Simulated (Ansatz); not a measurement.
**A series of single points on SbPt**

System: SbPt (Fm-3m, 2 atoms in the cell).
Method: DFT PBEsol, scalar-relativistic, plane waves, PAW, no spin polarisation (Ansatz 0.2.0).

The 6 runs differ only in the geometry, by an even scaling of the cell at fixed fractional positions. The structure was built on a prototype by a generator; it need not be a known phase.

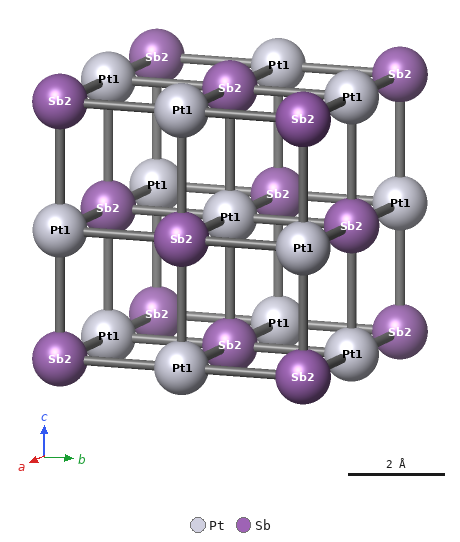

Figure 1. The structure of run 4 (ball-and-stick view of the cell 4 times as large as that of the calculation, set on its symmetry axes, seen slightly off an axis; atoms are numbered from 1 in the order of the input).

### Input of run 4
```yaml
crystal:
  lattice:
    - [0.0, 2.7362534479, 2.7362534479]
    - [2.7362534479, 0.0, 2.7362534479]
    - [2.7362534479, 2.7362534479, 0.0]
  atoms:
    - { symbol: Pt, position: [0.5, 0.5, 0.5] }
    - { symbol: Sb, position: [0.0, 0.0, 0.0] }
basis:
  ecutwfc: 420
  ecutrho_ratio: 4
kpoints:
  mp_grid: { grid: [10, 10, 10] }
hamiltonian:
  xc: pbesol
scf:
  occupations: { method: gaussian, width: 0.05 }
output:
  forces: true
  stress: true
  eigenvalues: true
```

Run 3 differs from it as follows:
```diff
-    - [0.0, 2.7362534479, 2.7362534479]
-    - [2.7362534479, 0.0, 2.7362534479]
-    - [2.7362534479, 2.7362534479, 0.0]
+    - [0.0, 2.7184831508, 2.7184831508]
+    - [2.7184831508, 0.0, 2.7184831508]
+    - [2.7184831508, 2.7184831508, 0.0]
```

### Results, with one run withheld

```tsv
run	volume per atom (Å³)	free energy per atom, from the lowest run given (meV)	pressure (GPa)
1	19.667	15.97	6.41
2	20.077	3.95	3.06
3	20.090	?	?
4	20.487	0.00	0.08
5	20.896	3.23	−2.56
6	21.306	12.81	−4.89
```

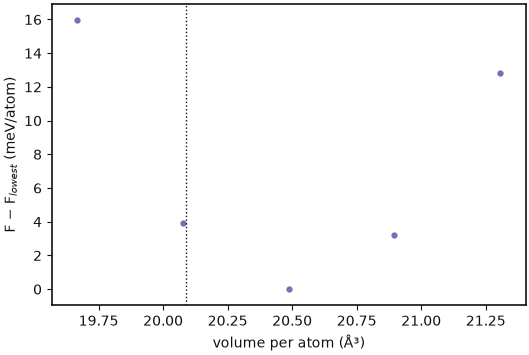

Figure 2. Free energy per atom of the runs given; the dotted line marks run 3.

What should run 3 give?

A cubic polynomial in V^(−2/3) (the Birch–Murnaghan form), fitted to the 5 runs given, misses them by at most 0.01 meV per atom. With x = V^(−2/3) − 0.13362 Å⁻², it reads F = 0.017299 + 249.55 x + 1.1279e+06 x² + 4.1231e+06 x³ (meV per atom). At run 3 it gives 3.70 meV per atom, and the run itself gives 3.70. The slope of the fit gives a pressure −dF/dV of 2.96 GPa there, and the run prints 2.96 GPa. The fit has its minimum at 20.499 Å³ per atom, where V d²F/dV² gives 140 GPa: the bulk modulus at this level, since symmetry fixes the shape and the positions.

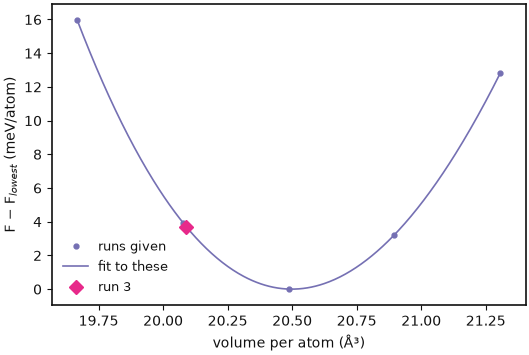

Figure 3. The fit and the withheld run.

### Output, shortened to warnings, some set-up lines, iterations and results (run 3)
```
Basis set: ecut = 420 eV, 749 PW (Γ), exchange–correlation on 54×54×54 points (8 copies of the dense FFT grid, shifted against one another)
Symmetry: 48 space group operations
k-points: 47 of 1000
Initial density: superposition of atomic densities (neutral atoms: chi_scale 0, normalization atom), corrected by the library's trained network
[...]
SCF iter   1: F=—  HF=-18792.432990 eV  |F-HF|=—  |Δ(HF+E_count)|=         —  Δρ=7.15e-3  dr2=2.46e-2  ethr=1.77e-3  ⟨swp⟩=6.0  Hψ=4562  notcnv=0
SCF iter   2: F=—  HF=-18792.427277 eV  |F-HF|=—  |Δ(HF+E_count)|=   5.71e-3  Δρ=2.45e-3  dr2=2.27e-3  ethr=7.45e-5  ⟨swp⟩=2.0  Hψ=1761  notcnv=0  defer=17
SCF iter   3: F=—  HF=-18792.426705 eV  |F-HF|=—  |Δ(HF+E_count)|=   5.72e-4  Δρ=6.44e-4  dr2=1.31e-4  ethr=6.88e-6  ⟨swp⟩=1.6  Hψ=1062  notcnv=0  defer=18
SCF iter   4: F=—  HF=-18792.426682 eV  |F-HF|=—  |Δ(HF+E_count)|=   2.31e-5  Δρ=7.67e-5  dr2=9.49e-7  ethr=3.97e-7  ⟨swp⟩=2.0  Hψ=1271  notcnv=0  defer=18
SCF iter   5: F=—  HF=-18792.426680 eV  |F-HF|=—  |Δ(HF+E_count)|=   2.17e-6  Δρ=1.36e-5  dr2=1.13e-7  ethr=2.87e-9  ⟨swp⟩=2.0  Hψ=1736  notcnv=0  defer=18
SCF iter   6: F=-18792.426680 eV  HF=-18792.426680 eV  |F-HF|=3.82e-9  |Δ(HF+E_count)|=   2.34e-8  Δρ=3.23e-6  dr2=4.99e-9  ethr=3.03e-10  ⟨swp⟩=6.3  Hψ=3544  notcnv=0
SCF 1 converged in 6 iterations: F = -18792.426680 eV  dr2 = 4.99e-9
SCF converged after 6 iterations
Free energy (F): -18792.426680 eV
Harris-Foulkes:  -18792.426680 eV  (|F-HF|=3.82e-9)
Internal energy: -18792.424741 eV  (E = F + TS)
E sigma→0 (E₀):  -18792.425710 eV
Entropy (-TS):   -0.001939 eV (-0.969 meV/atom)
Fermi energy:    16.391528 eV
--- Per-component energies (eV) ---
  E_band       = -327.926456
  E_kinetic    = 850.379643
  E_local      = -3208.255874  (includes V_loc(G=0)·N_el)
  E_nonlocal   = 569.733120
  E_hartree    = 1326.162789
  E_xc         = -399.436890
  E_vxc        = -401.223107  (∫ρ·V_xc dr)
  E_paw        = -13819.154167  (= ΣΔE_a)
  E_vpaw       = -790.889074  (= ΣTr[D̂ρ^β])
  E_aug_tail   = 0.000184  (compensation charges beyond the density's cutoff)
  E_ewald      = -4112.472385
  E_core_change = 0.618838  (= ΣΔE_core)
  E_smearing   = -0.001939  (= −TS)
  E_closure    = -0.000000  (closes the sum)
  Σ components = -18792.426680   (vs F -18792.426680, Δ=0.00e0)
--- Forces (eV/Å), atoms counted from 1 ---
  atom   1  Pt     0.00000000    -0.00000000     0.00000000
  atom   2  Sb    -0.00000000    -0.00000000    -0.00000000
  max |Σ_I F_I| component: 1.02e-28 eV/Å
--- Stress (GPa, compression-positive) ---
        2.960850      -0.000000      -0.000000
        0.000000       2.960850      -0.000000
       -0.000000      -0.000000       2.960850
  P = ⅓ Tr σ = 2.9608 GPa (29.608 kbar)
```

Notes: Spin–orbit coupling is left out, which matters for Pt.
